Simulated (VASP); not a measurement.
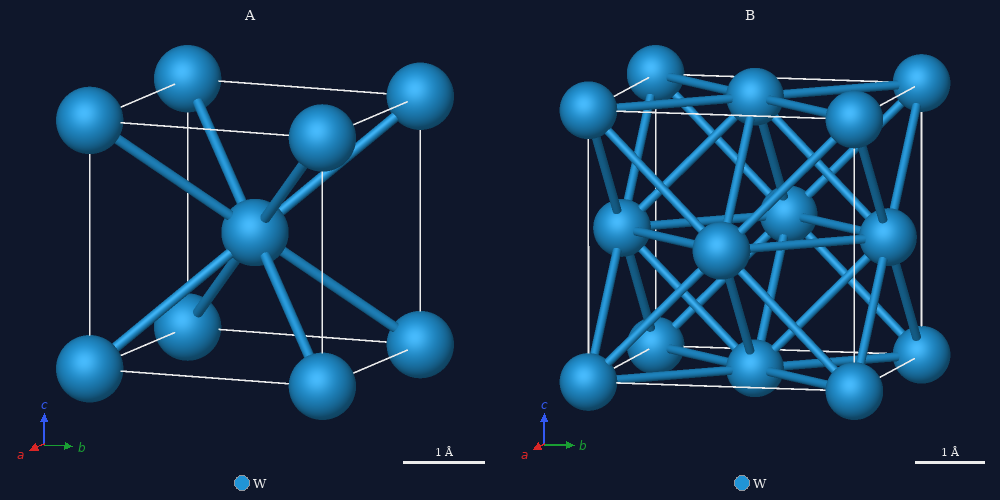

Two structures of W, each relaxed (cell and atoms) at zero pressure; conventional cells in solid outline, small ones repeated, each panel with its own scale. Alike in all runs: VASP 6.6.1; functional LDA; VASP's PAW LDA potentials, release 64 (W_sv); cutoff 600 eV; occupations fermi-dirac, width 0.05 eV; no spin polarisation; no spin-orbit coupling. The k meshes have like spacings.

Question: Give the type and space group of each panel.

Answer: A: body-centred cubic (W type), Im-3m; B: face-centred cubic (Cu type), Fm-3m.

Question: Rank them by energy, lowest first.

Answer: A, then B (+488 meV/atom), static energies at zero smearing.

Question: Collect the results in a table.

Answer:
| panel | space group | E − E(lowest) (meV/atom) | volume (Å³/atom) |
| --- | --- | --- | --- |
| A | Im-3m | 0 | 15.5 |
| B | Fm-3m | 488 | 15.8 |

The starts are database entries or structure types tried for this composition, and the most stable form need not be among them.

Caveat: spin-orbit coupling is left out, which matters for W, if less for volumes and forces than for levels.
